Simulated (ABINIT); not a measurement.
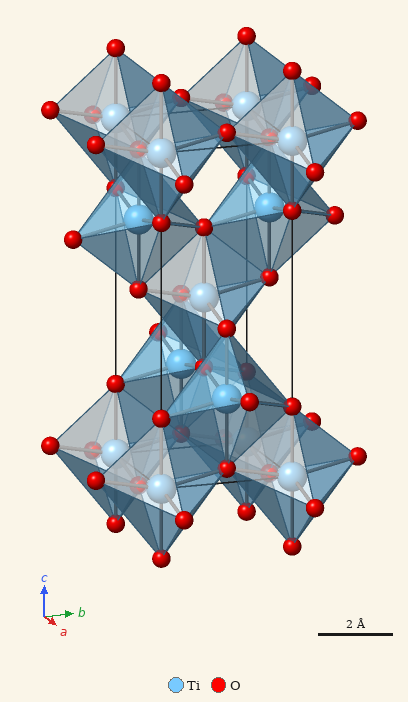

Fig. 1: The input geometry (polyhedral view of the cell 2 times as large as that of the calculation, set on its symmetry axes, seen slightly off an axis; polyhedra are completed across the faces of the cell). An atom can appear more than once, as a periodic image.

## Optical-spectrum calculation, with input and output: TiO₂ (part 1 of 2)

TiO₂ (I4₁/amd, 6 atoms in the cell), computed with Kohn-Sham DFT of a periodic cell, LDA, PseudoDojo NC SR LDA v0.4.1 standard, no spin polarisation (ABINIT 10.8.3).

The structure derives from an entry of the Crystallography Open Database.

### The input
```
# Datasets
ndtset 3

# Pseudopotentials
pp_dirpath "./"
pseudos "Ti.upf, O.upf"

# Structure
acell 3*1.0 Angstrom
rprim
    -1.8921000000     1.8921000000     4.7573000000
     1.8921000000    -1.8921000000     4.7573000000
     1.8921000000     1.8921000000    -4.7573000000
ntypat 2
znucl 22 8
natom 6
typat 1 1 2 2 2 2
xred
            3/4            1/4            1/2
            0.0            0.0            0.0
   0.7919000000   0.7919000000            0.0
   0.5419000000   0.0419000000            1/2
   0.9581000000   0.4581000000            1/2
   0.2081000000   0.2081000000            0.0

# Plane-wave basis
ecut 35.0

# k points
ngkpt 12 12 12
nshiftk 1
shiftk 0.0 0.0 0.0
istwfk *1

# Exchange and correlation
ixc 7

# Bands and occupations
occopt 1

# SCF cycle
nstep 80
diemac 6.0

# Output
iomode 3
prteig 0
prtebands 0

# Dataset 1: ground state
nband1 24
tolvrs1 1.0e-12
prtden1 1
prtwf1 0
kptopt1 1

# Dataset 2: empty bands at fixed density
iscf2 -2
getden2 1
nband2 34
nbdbuf2 4
tolwfr2 1.0e-12
nstep2 120
prtden2 0
kptopt2 1

# Dataset 3: wave functions and velocity matrix elements in the full zone
optdriver3 8
wfk_task3 "wfk_optics_fullbz"
getwfk3 2
nband3 30
kptopt3 1
prtevk3 1
inclvkb3 2
```

### File optic.abi
```
&FILES
 ddkfile_1 = 'runo_DS3_1_EVK.nc',
 ddkfile_2 = 'runo_DS3_2_EVK.nc',
 ddkfile_3 = 'runo_DS3_3_EVK.nc',
 wfkfile = 'runo_DS3_WFK.nc'
/
&PARAMETERS
 broadening = 0.007350,
 domega = 0.002,
 maxomega = 0.8,
 scissor = 0.000000,
 tolerance = 0.002
/
&COMPUTATIONS
 num_lin_comp = 2,
 lin_comp = 11,33,
 num_nonlin_comp = 0
/
```

Machine: 4 threads of Arm Neoverse V2, 24 GiB of memory available, shared host.

Command:
```bash
mpirun --bind-to none -np 4 abinit run.abi > log 2>&1
optic optic.abi > optic.log 2>&1
```

### Log
```
.Version 10.8.3 of ABINIT
 DATASET    1 : space group I4_1/a m d (#141); Bravais tI (body-center tetrag.)
================================================================================
 Values of the parameters that define the memory need for DATASET  1.
     intxc =       0    ionmov =       0      iscf =       7    lmnmax =       6
     lnmax =       6     mgfft =      60  mpssoang =       3    mqgrid =    3001
     natom =       6  nloc_mem =       1    nspden =       1   nspinor =       1
    nsppol =       1      nsym =      16    n1xccc =    2501    ntypat =       2
    occopt =       1   xclevel =       1
       mpw =        4584          nfft =      216000          nkpt =         163
================================================================================
================================================================================

 DATASET    2 : space group I4_1/a m d (#141); Bravais tI (body-center tetrag.)
================================================================================
 Values of the parameters that define the memory need for DATASET  2.
     intxc =       0    ionmov =       0      iscf =      -2    lmnmax =       6
     lnmax =       6     mgfft =      60  mpssoang =       3    mqgrid =    3001
     natom =       6  nloc_mem =       1    nspden =       1   nspinor =       1
    nsppol =       1      nsym =      16    n1xccc =    2501    ntypat =       2
    occopt =       1   xclevel =       1
       mpw =        4584          nfft =      216000          nkpt =         163
================================================================================
================================================================================

 DATASET    3 : space group I4_1/a m d (#141); Bravais tI (body-center tetrag.)
================================================================================
 Values of the parameters that define the memory need for DATASET  3.
     intxc =       0    ionmov =       0      iscf =       7    lmnmax =       6
     lnmax =       6     mgfft =      60  mpssoang =       3    mqgrid =    3001
     natom =       6  nloc_mem =       1    nspden =       1   nspinor =       1
    nsppol =       1      nsym =      16    n1xccc =    2501    ntypat =       2
    occopt =       1   xclevel =       1
       mpw =        4584          nfft =      216000          nkpt =         163
================================================================================
================================================================================

--------------------------------------------------------------------------------
------------- Echo of variables that govern the present computation ------------
--------------------------------------------------------------------------------
 -outvars: echo values of preprocessed input variables --------
            acell      1.8897261259E+00  1.8897261259E+00  1.8897261259E+00 Bohr
              amu      4.78800000E+01  1.59994000E+01
           diemac      6.00000000E+00
             ecut      3.50000000E+01 Hartree
           getden1          0
           getden2          1
           getden3          0
           getwfk1          0
           getwfk2          0
           getwfk3          2
             iscf1          7
             iscf2         -2
             iscf3          7
                       outvar_i_n : Printing only first  50 k-points.
              ixc           7
           jdtset        1    2    3
                       outvar_i_n : Printing only first  50 k-points.
         kptrlatt       12    0    0      0   12    0      0    0   12
          kptrlen      8.58132193E+01
            natom           6
            nband1         24
            nband2         34
            nband3         30
           nbdbuf1          0
           nbdbuf2          4
           nbdbuf3          0
           ndtset           3
            ngfft          60      60      60
             nkpt         163
            nstep1         80
            nstep2        120
            nstep3         80
             nsym          16
           ntypat           2
        optdriver1          0
        optdriver2          0
        optdriver3          8
           prtden1          1
           prtden2          0
           prtden3          1
        prtebands           0
           prteig           0
           prtevk1          0
           prtevk2          0
           prtevk3          1
            prtwf1          0
            prtwf2          1
            prtwf3          1
            rprim     -1.8921000000E+00  1.8921000000E+00  4.7573000000E+00
                       1.8921000000E+00 -1.8921000000E+00  4.7573000000E+00
                       1.8921000000E+00  1.8921000000E+00 -4.7573000000E+00
          spgroup         141
           tolvrs1     1.00000000E-12
           tolvrs2     0.00000000E+00
           tolvrs3     0.00000000E+00
           tolwfr1     0.00000000E+00
           tolwfr2     1.00000000E-12
           tolwfr3     0.00000000E+00
            typat      1  1  2  2  2  2
         wfk_task1          0
         wfk_task2          0
         wfk_task3          7
                       outvars : Printing only first  50 k-points.
           xangst      1.1750094465E-16  1.8921000000E+00  2.3786500000E+00
                       0.0000000000E+00  0.0000000000E+00  0.0000000000E+00
                       7.8518526085E-17 -8.3253189295E-17  7.5346117400E+00
                      -2.4936590812E-17  1.8921000000E+00  3.9866174000E-01
                       1.1750094465E-16  1.8921000000E+00  4.3586382600E+00
                       2.0881547650E-17 -2.2125749461E-17  1.9799882600E+00
            xcart      2.2204460493E-16  3.5755508028E+00  4.4949970494E+00
                       0.0000000000E+00  0.0000000000E+00  0.0000000000E+00
                       1.4837851011E-16 -1.5732572688E-16  1.4238352654E+01
                      -4.7123327148E-17  3.5755508028E+00  7.5336150548E-01
                       2.2204460493E-16  3.5755508028E+00  8.2366325933E+00
                       3.9460406144E-17 -4.1811606813E-17  3.7416355439E+00
             xred      7.5000000000E-01  2.5000000000E-01  5.0000000000E-01
                       0.0000000000E+00  0.0000000000E+00  0.0000000000E+00
                       7.9190000000E-01  7.9190000000E-01 -1.2511662203E-18
                       5.4190000000E-01  4.1900000000E-02  5.0000000000E-01
                       9.5810000000E-01  4.5810000000E-01  5.0000000000E-01
                       2.0810000000E-01  2.0810000000E-01 -3.2878859761E-19
            znucl       22.00000    8.00000

================================================================================

 chkinp: Checking input parameters for consistency, jdtset=   1.

 chkinp: Checking input parameters for consistency, jdtset=   2.

 chkinp: Checking input parameters for consistency, jdtset=   3.

================================================================================
== DATASET  1 ==================================================================

--- !DatasetInfo
iteration_state: {dtset: 1, }
dimensions: {natom: 6, nkpt: 163, mband: 24, nsppol: 1, nspinor: 1, nspden: 1, mpw: 4584, }
cutoff_energies: {ecut:  35.0, pawecutdg:  -1.0, }
electrons: {nelect:   4.80000000E+01, charge:   0.00000000E+00, occopt:   1.00000000E+00, tsmear:   1.00000000E-02, }
meta: {optdriver: 0, ionmov: 0, optcell: 0, iscf: 7, paral_kgb: 0, }
...

 Exchange-correlation functional for the present dataset will be:
  LDA: Perdew-Wang 92 LSD fit to Ceperley-Alder data - ixc=7
  J.P.Perdew and Y.Wang, PRB 45, 13244 (1992)

 Real(R)+Recip(G) space primitive vectors, cartesian coordinates (Bohr,Bohr^-1):
 R(1)= -3.5755508  3.5755508  8.9899941  G(1)=  0.0000000  0.1398386  0.0556174
 R(2)=  3.5755508 -3.5755508  8.9899941  G(2)=  0.1398386  0.0000000  0.0556174
 R(3)=  3.5755508  3.5755508 -8.9899941  G(3)=  0.1398386  0.1398386  0.0000000
 Unit cell volume ucvol=  4.5973260E+02 bohr^3
 Angles (23,13,12)=  1.39434593E+02  1.39434593E+02  5.87128032E+01 degrees

 getcut: wavevector=  0.0000  0.0000  0.0000  ngfft=  60  60  60
         ecut(hartree)=     35.000   => boxcut(ratio)=   2.18455

--- Pseudopotential description ------------------------------------------------
- pspini: atom type   1  psp file is ./Ti.upf
  22.00000  12.00000  180309                  znucl, zion, pspdat
12 -1012 2 -1 1568                            pspcod,pspxc,lmax,lloc,mmax
     nproj     2     2     2

- pspini: atom type   2  psp file is ./O.upf
   8.00000   6.00000  201201                  znucl, zion, pspdat
12 -1012 2 -1 926                             pspcod,pspxc,lmax,lloc,mmax
     nproj     2     2     1

   2.62990117E+03                                ecore*ucvol(ha*bohr**3)
--------------------------------------------------------------------------------

================================================================================

--- !BeginCycle
iteration_state: {dtset: 1, }
solver: {iscf: 7, nstep: 80, nline: 4, wfoptalg: 0, }
tolerances: {tolvrs: 1.00E-12, }
...

     iter   Etot(hartree)      deltaE(h)  residm     vres2
 ETOT  1  -184.22009790492    -1.842E+02 2.934E-01 4.500E+03
 ETOT  2  -177.27650052131     6.944E+00 1.426E-01 5.396E+04
 ETOT  3  -184.98466597428    -7.708E+00 1.253E-01 6.218E+02
 ETOT  4  -185.02155323937    -3.689E-02 1.096E-01 6.097E+02
 ETOT  5  -185.07824526575    -5.669E-02 7.413E-03 1.667E+02
 ETOT  6  -185.09217827832    -1.393E-02 9.709E-03 3.576E+01
 ETOT  7  -185.09654041055    -4.362E-03 2.876E-04 1.226E+00
 ETOT  8  -185.09678610561    -2.457E-04 5.608E-04 9.460E-02
 ETOT  9  -185.09678492061     1.185E-06 2.903E-05 1.007E-01
 ETOT 10  -185.09680029545    -1.537E-05 3.492E-05 5.669E-03
 ETOT 11  -185.09680149371    -1.198E-06 3.162E-06 1.288E-04
 ETOT 12  -185.09680156888    -7.518E-08 2.641E-06 5.257E-05
 ETOT 13  -185.09680158981    -2.092E-08 3.498E-07 4.601E-06
 ETOT 14  -185.09680159467    -4.864E-09 2.894E-07 2.627E-06
 ETOT 15  -185.09680159614    -1.472E-09 3.919E-08 3.327E-07
 ETOT 16  -185.09680159651    -3.683E-10 3.187E-08 1.695E-09
 ETOT 17  -185.09680159661    -9.479E-11 4.448E-09 1.995E-09
 ETOT 18  -185.09680159664    -3.288E-11 3.521E-09 1.312E-09
 ETOT 19  -185.09680159665    -8.697E-12 5.112E-10 6.572E-10
 ETOT 20  -185.09680159666    -1.160E-11 3.902E-10 5.108E-11
 ETOT 21  -185.09680159666     3.325E-12 5.950E-11 1.735E-12
 ETOT 22  -185.09680159665     6.111E-12 4.335E-11 2.444E-12
 ETOT 23  -185.09680159664     5.286E-12 6.994E-12 2.635E-12
 ETOT 24  -185.09680159665    -2.927E-12 4.776E-12 1.449E-13

 At SCF step   24       vres2   =  1.45E-13 < tolvrs=  1.00E-12 =>converged.

 Cartesian components of stress tensor (hartree/bohr^3)
  sigma(1 1)=  3.17029803E-04  sigma(3 2)=  0.00000000E+00
  sigma(2 2)=  3.17029803E-04  sigma(3 1)=  0.00000000E+00
  sigma(3 3)=  2.88243436E-04  sigma(2 1)=  0.00000000E+00
```
